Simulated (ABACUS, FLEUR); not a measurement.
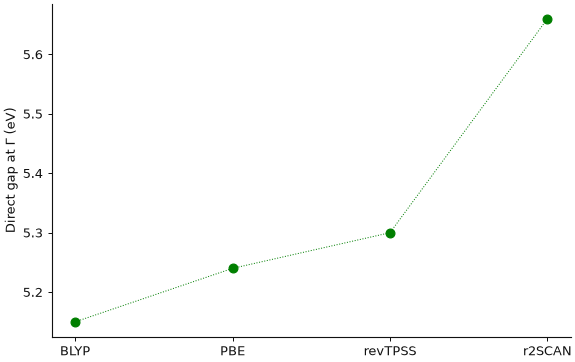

Direct gap at Γ, by several methods on one cell of rocksalt PbTe, space group Fm-3m (No. 225), 2 atoms in the primitive cell, volume scaled by a factor 1.04; cubic a = 6.547 Å. All runs are without spin-orbit coupling and carry no moments. The smallest gap is indirect or lies off these points.

> How do the methods rank at Γ?

From low to high: BLYP 5.15, PBE 5.24, revTPSS 5.30, r2SCAN 5.66 eV. Too close to rank are PBE against revTPSS (different programs, potentials, meshes and cutoffs).

| method | program | Γ (eV) |
| --- | --- | --- |
| BLYP | FLEUR | 5.15 |
| PBE | FLEUR | 5.24 |
| revTPSS | ABACUS | 5.30 |
| r2SCAN | FLEUR | 5.66 |

Settings. BLYP: all-electron, 7×7×7 k mesh, Fermi-Dirac smearing of 0.05 eV (FLEUR). PBE: all-electron, 7×7×7 k mesh, Fermi-Dirac smearing of 0.05 eV (FLEUR MaX-R8.1 (later development tree)). revTPSS: SG15 ONCV 1.2 PBE, 4×4×4 k mesh, 1306 eV cutoff, Fermi-Dirac smearing of 0.05 eV (ABACUS). r2SCAN: all-electron, 7×7×7 k mesh, Fermi-Dirac smearing of 0.05 eV (FLEUR MaX-R8.1 (later development tree)).

These are four of the 18 methods that were run on this cell. Runs that lie over 0.07 eV from the median of the programs for their method weren't drawn. The runs come from different programs and meshes, which adds differences of its own. Spin-orbit coupling is left out, which matters for Pb and Te. revTPSS: the potentials were made for another functional. r2SCAN: the meta-GGA is that of a development version, with a GGA for the radial functions and cores and without core tails. Over all k points computed the smallest gap is 1.14 eV in BLYP, 1.06 eV in PBE, 0.89 eV in revTPSS and 1.33 eV in r2SCAN, and a mesh with an odd division can miss a smaller one.
